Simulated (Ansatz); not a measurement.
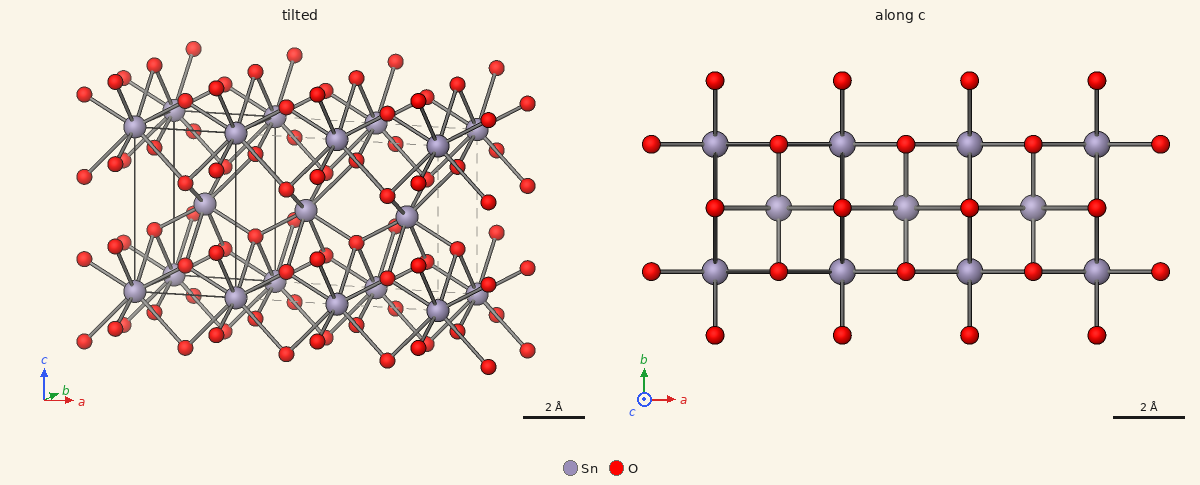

This ball-and-stick model is shown slightly off an axis and along the c axis. A 3×1×1 array of cells is drawn; the conventional unit cell has the solid edges. Some neighbours outside the box are added.

SnO₂, space group P4_2/nmc (No. 137), a = 3.59 Å, b = 3.59 Å, c = 5.53 Å, α = 90.00°, β = 90.00°, γ = 90.00°.

Setup: DFT PBE, scalar-relativistic, plane waves, PAW in Ansatz; 420 eV cutoff, k-points about 0.21 Å⁻¹ apart, Gaussian smearing of 0.02 eV, no spin polarisation.

Metal or not?

A semiconductor at this level, with a gap of 0.79 eV.

State the hydrostatic pressure.

The computed pressure is 0.0 GPa, close to zero.

Its origin is a structure listed in the Materials Project, with elements exchanged, so it need not be a known form of the compound. Earlier steps of the study, as a rule a relaxation of our own, may have changed the cell and positions, so they can lie some per cent off the listed ones. A calculation with Ansatz used it as input.
